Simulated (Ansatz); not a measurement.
Al

Input

```
crystal:
  lattice:
    - [2.8265176283, 0.0, 0.0]
    - [-1.4132588141, 2.4234794925, 0.0]
    - [0.0, 0.0, 4.86685]
  atoms:
    - { symbol: Al, position: [0.6666666667, 0.3333333333, 0.75] }
    - { symbol: Al, position: [0.3333333333, 0.6666666667, 0.25] }
basis:
  ecutwfc: 420
kpoints:
  mp_grid: { grid: [18, 18, 10] }
hamiltonian:
  xc: pbesol
  dispersion: d3bj
scf:
  occupations: { method: gaussian, width: 0.15 }
output:
  forces: true
  stress: true
  eigenvalues: true
  write_density: true
  write_potential: true
  elf: true
  volumetric_format: npy
```

Command:

```sh
ansatz run input.yaml --threads 1 --pin off --max-ram 2560MiB --backend cpu --events-out ev --progress --plain --runs-dir out
```

Below, planes, directions and counts refer to the conventional cell (a = 2.83 Å, b = 4.85 Å, c = 4.87 Å, α = 90.00°, β = 90.00°, γ = 90.00°).

Space group Cmcm; a structure from a database of computed crystals, not necessarily the ambient phase; changed on purpose from its base cell (strain +0.0050 x Voigt [1, -1, 0, 0, 0, 0], atoms carried along); computed pressure about −4 GPa in this cell.

The calculation used DFT PBEsol+D3(BJ), scalar-relativistic, plane waves, PAW (Ansatz).

> Predict the valence pseudo-density and electron localisation function between the atoms.

Al–Al (2.93 Å): the density is about 0.18 e/Å³ at the midpoint; the ELF is about 0.55 at the midpoint.

> Metal or insulator at this level of theory?

It is gapless in this calculation (a metal or semimetal).

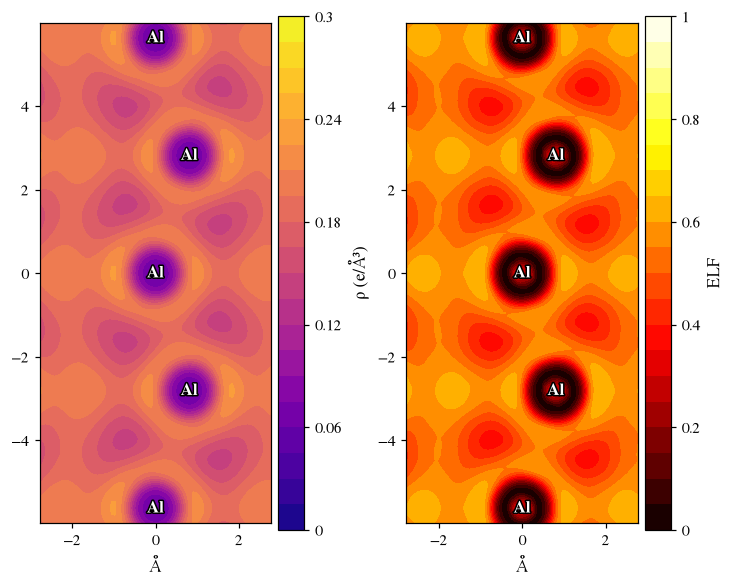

Computed valence pseudo-density and electron localisation function on the (101) plane of the conventional cell, in this order. 

The density is the valence pseudo-density of a PAW calculation; it isn't the true density close to the nuclei.
